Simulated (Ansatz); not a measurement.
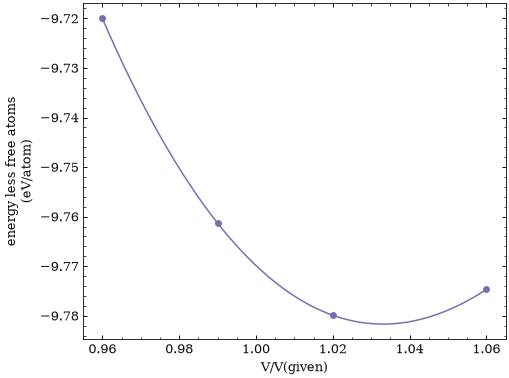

The plot gives the computed energy less free atoms against V/V(given).

Method: periodic Kohn-Sham DFT of a crystal at fixed atoms, scaled to the stated factor times the given cell; pressure positive in compression, energy less spherical unpolarised free atoms (Ansatz 0.2.0). Level: PBE.

### For which of these solids was it computed?
A. TiO₂, I4_1/amd (No. 141), 11.4 Å³/atom
B. Ga, C2/c (No. 15), 18.5 Å³/atom
C. TaN, P6/mmm (No. 191), 11.3 Å³/atom

C, TaN: energy less free atoms from −9.7799 eV/atom to −9.7200 eV/atom. The others give: TiO₂, energy less free atoms from −8.6226 eV/atom to −8.5864 eV/atom, V0 11.67 Å³/atom, B0 207 GPa; Ga, energy less free atoms from −2.8833 eV/atom to −2.8607 eV/atom.

For Ga, limits of the calculation: shape and atomic fractions are frozen while scaling, which makes layered, chain and framework solids too stiff.

For TaN, limits of the calculation: no spin-orbit coupling on heavy atoms; shape and atomic fractions are frozen while scaling, which makes layered, chain and framework solids too stiff.

For TiO₂, limits of the calculation: shape and atomic fractions are frozen while scaling, which makes layered, chain and framework solids too stiff.
